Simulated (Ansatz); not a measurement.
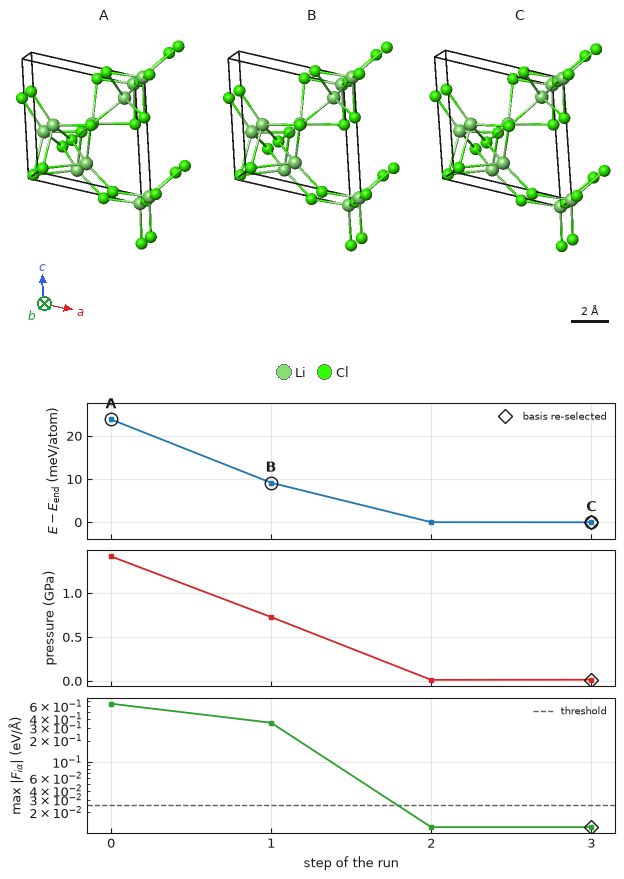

Frames of a relaxation of solid LiCl (a generated structure, set up in P1) (coarse preliminary run), marked on the history of the run. A ball-and-stick model of the cell of the calculation, reduced to other axes, seen from a free direction. Lengths and directions refer to the drawn axes.

The calculation used Ansatz 0.2.0, DFT PBE, scalar-relativistic, plane waves, PAW.

Input file:
```yaml
crystal:
  lattice:
    - [3.5233019972, 3.5259462777, -4.7056024109]
    - [-3.6668407493, 3.8381422132, 4.8344695472]
    - [3.8032951779, -3.6694850298, 4.8098641512]
  atoms:
    - { symbol: Li, position: [0.0213755247, 0.1874116179, 0.4440846142] }
    - { symbol: Li, position: [0.734923093, 0.5742994263, 0.57604484] }
    - { symbol: Li, position: [-0.0194472406, -0.0061053939, 0.9898795445] }
    - { symbol: Li, position: [0.2745160161, 0.8344566876, 0.8367244234] }
    - { symbol: Li, position: [1.0045461791, 0.4298662034, 0.1775998251] }
    - { symbol: Cl, position: [0.3117564148, 0.3320108405, 0.3313613139] }
    - { symbol: Cl, position: [1.0012157972, 0.982272107, 0.6723778215] }
    - { symbol: Cl, position: [0.9870141748, 0.6396771477, 0.9648608406] }
    - { symbol: Cl, position: [0.6851474197, 0.0227056813, 0.0122256227] }
    - { symbol: Cl, position: [0.9989526212, 0.5034056821, 0.4948411542] }
basis:
  ecutwfc: 420
kpoints:
  mp_grid: { grid: [4, 4, 4] }
hamiltonian:
  xc: pbe
scf:
  occupations: { method: gaussian, width: 0.1 }
  lower_state_search: "off"
output:
  forces: true
  stress: true
  eigenvalues: true
relax:
  adjacent_minimum: "off"
  f_tol: 0.025
  max_steps: 60
  cell: { stress_tol: 0.25 }
```

Run as
```bash
ansatz run input.yaml --threads 1 --pin off --max-ram 2560MiB --backend cpu --events-out ev --progress --plain --runs-dir out
```

Q: What happens along the run?

A: The atom that moves furthest relative to the cell is Cl8 (0.15 Å along [−2 −2 −3]). By element the largest moves are Cl 0.15 Å, Li 0.12 Å. The volume changes by +6.2 %, with a 6.855 → 7.154 Å (+4.4 %), b 7.146 → 7.248 Å (+1.4 %), c 7.172 → 7.297 Å (+1.7 %), α 118.1° → 117.9°, β 93.1° → 94.4°, γ 116.9° → 117.3°. Some distances before and after: Li4–Cl9 2.095 → 2.296 Å, Li3–Cl9 2.198 → 2.380 Å, Li3–Cl8 2.555 → 2.391 Å, Li1–Cl6 2.332 → 2.467 Å. Among the angles between lasting bonds that change: Li2–Cl8–Li5 136.6° → 129.4°, Li2–Cl8–Li3 79.5° → 85.3°, Cl6–Li2–Cl10 114.0° → 119.5°. The space group stays P1 (No. 1). After 2 accepted moves (3 points after the start) the energy has fallen by 23.8 meV per atom. The largest force component goes from 0.65 to 0.012 eV/Å. The pressure goes from 1.42 to 0.02 GPa. At 1 point the geometry stayed and the basis and grid were re-selected for the new cell (energy shift of less than 0.05 meV per atom at most each time). Cost: 3.3 min on 1 thread of Arm Neoverse N1, with other jobs on the host, peak memory 0.57 GiB. From step 0 to 1: Cl8 moves most (0.11 Å), volume +2.5 %, energy −14.7 meV per atom. From step 1 to 3: Li and Cl atoms move most (0.09 Å), volume +3.6 %, energy −9.2 meV per atom.

```
step  E − E(0), meV/atom  largest force component, eV/Å  pressure, GPa  volume, Å³/atom                      note
   0                0.00                         0.6512           1.42           25.994                          
   1              -14.67                         0.3538           0.73           26.646                          
   2              -23.81                         0.0124           0.01           27.599                          
   3              -23.83                         0.0124           0.02           27.599  same geometry, new basis
```
